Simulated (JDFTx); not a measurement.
# Band-structure run, with input and output: MoS$_{2}$

MoS$_{2}$ (P-3m1, 3 atoms in the cell), computed with Kohn-Sham DFT of a periodic cell, BLYP, PseudoDojo-SR-PBE-0.5-standard, no spin polarisation (JDFTx 1.7.0 (patched build)).

The structure derives from a Materials Project entry.

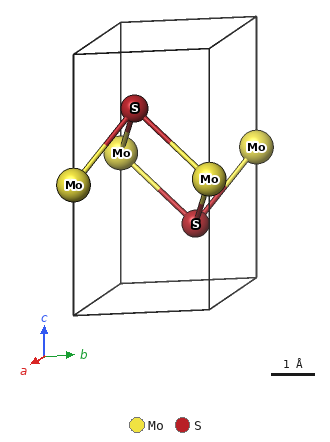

The structure (ball-and-stick view of the cell of the calculation, seen slightly off an axis). Near neighbours in the crystal (not all of them lie inside the picture): Mo has 6 S at 2.42 Å; S has 3 Mo at 2.42 Å.

**Input**
```
lattice \
    6.0990240984    -3.0495120492     0.0000000000 \
    0.0000000000     5.2819098074     0.0000000000 \
    0.0000000000     0.0000000000    11.9288459328
coords-type Cartesian
ion Mo     0.0000000000     0.0000000000     5.9644229664 1
ion S      3.0495120495     1.7606366023     8.8831811008 1
ion S     -0.0000000003     3.5212732051     3.0456648319 1

ion-species pseudo/Mo.upf
ion-species pseudo/S.upf
elec-cutoff 40 320
elec-ex-corr gga-x-b88 gga-c-lyp
elec-smearing Fermi 0.0018374661
elec-n-bands 19
electronic-minimize nIterations 30 energyDiffThreshold 1e-06
davidson-band-ratio 1.3
forces-output-coords Cartesian
include path.kpoints
symmetries none
fix-electron-density run.$VAR

dump-name bands.$VAR
dump End Ecomponents EigStats BandEigs Kpoints Forces
```

**File path.kpoints**
```
kpoint +0.0000000000 +0.0000000000 +0.0000000000 0.020000000000
kpoint +0.0833333333 +0.0000000000 +0.0000000000 0.020000000000
kpoint +0.1666666667 +0.0000000000 +0.0000000000 0.020000000000
kpoint +0.2500000000 +0.0000000000 +0.0000000000 0.020000000000
kpoint +0.3333333333 +0.0000000000 +0.0000000000 0.020000000000
kpoint +0.4166666667 +0.0000000000 +0.0000000000 0.020000000000
kpoint +0.5000000000 +0.0000000000 +0.0000000000 0.020000000000
kpoint +0.4444444444 +0.1111111111 +0.0000000000 0.020000000000
kpoint +0.3888888889 +0.2222222222 +0.0000000000 0.020000000000
kpoint +0.3333333333 +0.3333333333 +0.0000000000 0.020000000000
kpoint +0.2916666667 +0.2916666667 +0.0000000000 0.020000000000
kpoint +0.2500000000 +0.2500000000 +0.0000000000 0.020000000000
kpoint +0.2083333333 +0.2083333333 +0.0000000000 0.020000000000
kpoint +0.1666666667 +0.1666666667 +0.0000000000 0.020000000000
kpoint +0.1250000000 +0.1250000000 +0.0000000000 0.020000000000
kpoint +0.0833333333 +0.0833333333 +0.0000000000 0.020000000000
kpoint +0.0416666667 +0.0416666667 +0.0000000000 0.020000000000
kpoint +0.0000000000 +0.0000000000 +0.0000000000 0.020000000000
kpoint +0.0000000000 +0.0000000000 +0.1666666667 0.020000000000
kpoint +0.0000000000 +0.0000000000 +0.3333333333 0.020000000000
kpoint +0.0000000000 +0.0000000000 +0.5000000000 0.020000000000
kpoint +0.0714285714 +0.0000000000 +0.5000000000 0.020000000000
kpoint +0.1428571429 +0.0000000000 +0.5000000000 0.020000000000
kpoint +0.2142857143 +0.0000000000 +0.5000000000 0.020000000000
kpoint +0.2857142857 +0.0000000000 +0.5000000000 0.020000000000
kpoint +0.3571428571 +0.0000000000 +0.5000000000 0.020000000000
kpoint +0.4285714286 +0.0000000000 +0.5000000000 0.020000000000
kpoint +0.5000000000 +0.0000000000 +0.5000000000 0.020000000000
kpoint +0.4583333333 +0.0833333333 +0.5000000000 0.020000000000
kpoint +0.4166666667 +0.1666666667 +0.5000000000 0.020000000000
kpoint +0.3750000000 +0.2500000000 +0.5000000000 0.020000000000
kpoint +0.3333333333 +0.3333333333 +0.5000000000 0.020000000000
kpoint +0.3000000000 +0.3000000000 +0.5000000000 0.020000000000
kpoint +0.2666666667 +0.2666666667 +0.5000000000 0.020000000000
kpoint +0.2333333333 +0.2333333333 +0.5000000000 0.020000000000
kpoint +0.2000000000 +0.2000000000 +0.5000000000 0.020000000000
kpoint +0.1666666667 +0.1666666667 +0.5000000000 0.020000000000
kpoint +0.1333333333 +0.1333333333 +0.5000000000 0.020000000000
kpoint +0.1000000000 +0.1000000000 +0.5000000000 0.020000000000
kpoint +0.0666666667 +0.0666666667 +0.5000000000 0.020000000000
kpoint +0.0333333333 +0.0333333333 +0.5000000000 0.020000000000
kpoint +0.0000000000 +0.0000000000 +0.5000000000 0.020000000000
kpoint +0.5000000000 +0.0000000000 +0.5000000000 0.020000000000
kpoint +0.5000000000 +0.0000000000 +0.3333333333 0.020000000000
kpoint +0.5000000000 +0.0000000000 +0.1666666667 0.020000000000
kpoint +0.5000000000 +0.0000000000 +0.0000000000 0.020000000000
kpoint +0.3333333333 +0.3333333333 +0.0000000000 0.020000000000
kpoint +0.3333333333 +0.3333333333 +0.1666666667 0.020000000000
kpoint +0.3333333333 +0.3333333333 +0.3333333333 0.020000000000
kpoint +0.3333333333 +0.3333333333 +0.5000000000 0.020000000000
```

Launched with:
```bash
jdftx -c 1 -i bands.in -o bands.out
```

**Log**
```
*************** JDFTx 1.7.0 (patched build) ***************

Input parsed successfully to the following command list (including defaults):
[... the input with its defaults ...]

---------- Initializing the Grid ----------
R =
[      6.09902     -3.04951            0  ]
[            0      5.28191            0  ]
[            0            0      11.9288  ]
unit cell volume = 384.282
G =
[     1.0302   0.594783         -0  ]
[          0    1.18957          0  ]
[          0         -0   0.526722  ]
Minimum fftbox size, Smin = [  52  52  100  ]
Chosen fftbox size, S = [  54  54  100  ]

---------- Initializing tighter grid for wavefunction operations ----------
R =
[      6.09902     -3.04951            0  ]
[            0      5.28191            0  ]
[            0            0      11.9288  ]
unit cell volume = 384.282
G =
[     1.0302   0.594783         -0  ]
[          0    1.18957          0  ]
[          0         -0   0.526722  ]
Minimum fftbox size, Smin = [  36  36  68  ]
Chosen fftbox size, S = [  36  36  70  ]

---------- Exchange Correlation functional ----------
Initialized LibXC exchange functional 'Becke 88'
Initialized LibXC correlation functional 'Lee, Yang & Parr'

---------- Setting up pseudopotentials ----------
Width of ionic core gaussian charges (only for fluid interactions / plotting) set to 0

Reading pseudopotential file 'pseudo/Mo.upf':
  'Mo' pseudopotential, 'PBE' functional
  Generated using ONCVPSP code by D. R. Hamann
  14 valence electrons, 4 orbitals, 6 projectors, 1001 radial grid points, with lMax = 2
    4S    l: 0   occupation:  2.0   eigenvalue: -2.364714
    4P    l: 1   occupation:  6.0   eigenvalue: -1.414320
    4D    l: 2   occupation:  5.0   eigenvalue: -0.137921
    5S    l: 0   occupation:  1.0   eigenvalue: -0.150182
  Core radius for overlap checks: 1.35 bohrs.

Reading pseudopotential file 'pseudo/S.upf':
  'S' pseudopotential, 'PBE' functional
  Generated using ONCVPSP code by D. R. Hamann
  6 valence electrons, 2 orbitals, 6 projectors, 1001 radial grid points, with lMax = 2
    3S    l: 0   occupation:  2.0   eigenvalue: -0.634163
    3P    l: 1   occupation:  4.0   eigenvalue: -0.257567
  Core radius for overlap checks: 1.43 bohrs.

Initialized 2 species with 3 total atoms.

Folded 50 k-points by 1x1x1 to 50 k-points.

---------- Setting up k-points, bands, fillings ----------
No reducable k-points.
Computing the number of bands and number of electrons
Calculating initial fillings.
nElectrons:  26.000000   nBands: 19   nStates: 50

----- Setting up reduced wavefunction bases (one per k-point) -----
average nbasis = 4642.620 , ideal nbasis = 4643.375

---------- Setting up ewald sum ----------
Optimum gaussian width for ewald sums = 2.415126 bohr.
Real space sum over 1183 unit cells with max indices [  6  6  3  ]
Reciprocal space sum over 2299 terms with max indices [  5  5  9  ]

---------- Allocating electronic variables ----------
Reading n from file 'run.n' ... done
Initializing wave functions:  linear combination of atomic orbitals
Note: number of bands (19) exceeds available atomic orbitals (18)

----------- Band structure minimization -------------
Minimization will be done independently for each quantum number.

---- Minimization of quantum number:     0  [ +0.0000000 +0.0000000 +0.0000000 ]  0.040000000 ----
BandDavidson: Iter:   0  Eband: +0.028573703726496
BandDavidson: Iter:   1  Eband: +0.008991594052701  dEband: -1.958211e-02
BandDavidson: Iter:   2  Eband: +0.006095370982938  dEband: -2.896223e-03
BandDavidson: Iter:   3  Eband: +0.005544562774577  dEband: -5.508082e-04
[... 841 lines of inner loops ...]
BandDavidson: Iter:  11  Eband: +0.005542633221859  dEband: -1.198310e-06
BandDavidson: Iter:  12  Eband: +0.005541938238490  dEband: -6.949834e-07
BandDavidson: Converged (dEband<1.000000e-06)
	FillingsUpdate:  mu: +0.385415241  nElectrons: 26.000000
WARNING: these k-points are no uniform mesh, so that mu and the fillings of partly filled bands are only those of these points: take mu from the calculation that made the density or potential.

Dumping 'bands.eigStats' ...
	eMin: -1.881358 at state 18 ( [ +0.000000 +0.000000 +0.166667 ] spin 0 )
	HOMO: +0.385149 at state 40 ( [ +0.033333 +0.033333 +0.500000 ] spin 0 )
	mu  : +0.385415
	LUMO: +0.385880 at state 34 ( [ +0.233333 +0.233333 +0.500000 ] spin 0 )
	eMax: +0.731849 at state 46 ( [ +0.333333 +0.333333 +0.000000 ] spin 0 )
	HOMO-LUMO gap: +0.000731
	Optical gap  : +0.009905 at state 35 ( [ +0.200000 +0.200000 +0.500000 ] spin 0 )
Done!
```

**Key numbers**

- outcome: converged
- space group (tolerance 0.01 Å): P-3m1 (164)
- electrons treated: 26
- Fermi energy: 10.631 eV
- gap on the band path: 0.00 eV
- hardware: 1 thread of Arm Neoverse V2, 24 GiB of memory available, shared host
- wall time: 53 s
- peak memory: 0.15 GiB
